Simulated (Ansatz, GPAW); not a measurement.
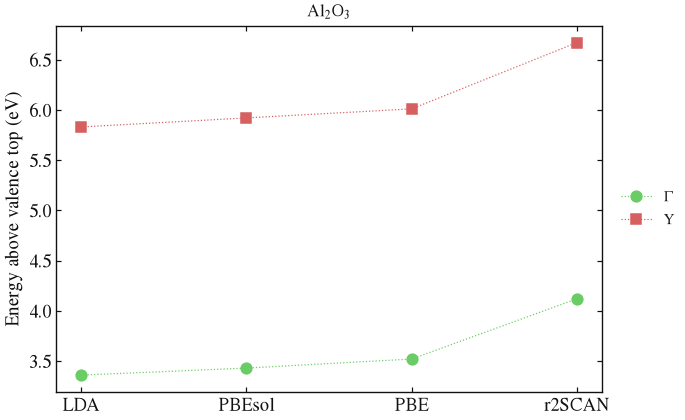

Lowest conduction level at each named k point, counted from the valence-band top at Γ, by several methods on one cell of Al₂O₃, space group Pnnm, 10 atoms in the cell; a = 4.61 Å, b = 9.56 Å, c = 3.12 Å, α = 90.00°, β = 90.00°, γ = 90.00°. All runs are without spin-orbit coupling and carry no moments. In reduced coordinates of the cell that was run, Y is (0.5, 0, 0).

| method | program | Γ (eV) | Y (eV) |
| --- | --- | --- | --- |
| LDA | Ansatz | 3.36 | 5.83 |
| PBEsol | Ansatz | 3.43 | 5.92 |
| PBE | Ansatz | 3.52 | 6.01 |
| r2SCAN | Ansatz | 4.12 | 6.67 |

What does TB-mBJ give? It was run as: TB-mBJ, GPAW PAW data sets for LDA (gpaw-data 1.2.1), 4×2×6 k mesh, 800 eV cutoff, Fermi-Dirac smearing of 0.05 eV (GPAW 26.7.0).

A meta-GGA of this kind opens the gap over the LDA and GGA values shown, the highest of which is 3.52 eV (PBE) at Γ. TB-mBJ gives 5.92 eV at Γ and 8.29 eV at Y, which is +2.40 eV from PBE at Γ.

How do the methods rank at Γ?

From low to high: LDA 3.36, PBEsol 3.43, PBE 3.52, r2SCAN 4.12, TB-mBJ 5.92 eV.

Do the methods agree on which of these conduction levels is lowest?

Yes: all put it at Γ.

Settings. LDA: Ansatz PAW, 6×3×9 k mesh, 420 eV cutoff, Fermi-Dirac smearing of 0.05 eV (Ansatz 0.2.0). PBEsol: Ansatz PAW, 6×3×9 k mesh, 420 eV cutoff, Fermi-Dirac smearing of 0.05 eV (Ansatz 0.2.0). PBE: Ansatz PAW, 6×3×9 k mesh, 420 eV cutoff, Fermi-Dirac smearing of 0.05 eV (Ansatz 0.2.0). r2SCAN: Ansatz PAW, 6×3×9 k mesh, 500 eV cutoff, Fermi-Dirac smearing of 0.05 eV (Ansatz).

These are five of the 12 methods that were run on this cell. The runs come from different programs and meshes, which adds differences of its own. The usual form of Al2O3 is corundum. LDA, PBEsol, r2SCAN and TB-mBJ: the PAW data sets were made with another functional. LDA, GGA and most meta-GGA functionals understate gaps. TB-mBJ: this is a model potential built to give gaps, with no total energy.
